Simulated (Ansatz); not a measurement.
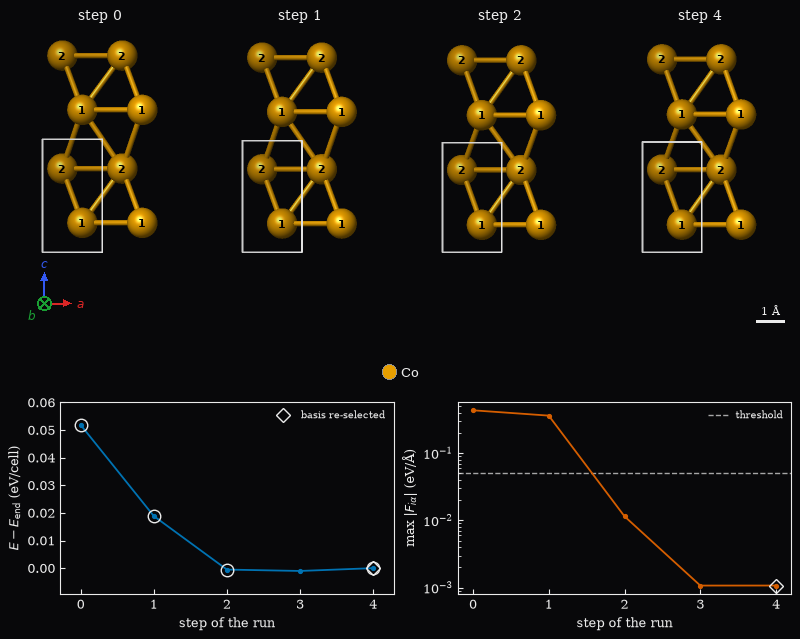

Frames of a relaxation of solid Co (set up in P-3m1) (coarse preliminary run), marked on the history of the run. The picture is a ball-and-stick view of the cell of the calculation, repeated 2 × 1 × 2 with one cell outlined, seen along the b axis.

Theory: DFT PBEsol, scalar-relativistic, plane waves, PAW (Ansatz). (plane-wave cutoff 420 eV; k-point mesh 12 × 12 × 6; occupations gaussian; smearing width 0.1 eV; collinear spin; cell and atoms relaxed; force threshold 0.05 eV/Å; at most 80 steps)

> What happens along the run?

Over 3 accepted moves (4 points after the start) the energy falls by 51.9 meV per cell of the calculation. The largest force component goes from 0.43 to 0.0011 eV/Å. Pressure: −8.81 GPa at the start and −0.17 GPa at the end. The SCF was repeated once at an unchanged geometry on a basis and grid sized afresh for the cell, which shifted the energy by 1.0 meV per cell of the calculation at most. The largest moves relative to the cell, 0.039 Å, are those of Co1 and Co2. Co1 goes along −c. Cell: a = b 2.487 → 2.457 Å (−1.2 %), c 4.063 → 3.963 Å (−2.5 %). Volume −4.8 %. Among the contacts that change: Co1–Co2 2.554 → 2.437 Å, Co1–Co1 2.487 → 2.457 Å, Co1–Co2 (another image) 2.423 → 2.437 Å. The space group (tolerance 0.01 Å) goes from P-3m1 (No. 164) to P6_3/mmc (No. 194). From step 0 to 1: volume −2.5 %, energy −33.0 meV per cell of the calculation. From step 1 to 2: Co atoms move most (0.03 Å), volume −3.0 %, energy −19.4 meV per cell of the calculation. From step 2 to 4: volume +0.6 %, energy +0.5 meV per cell of the calculation.
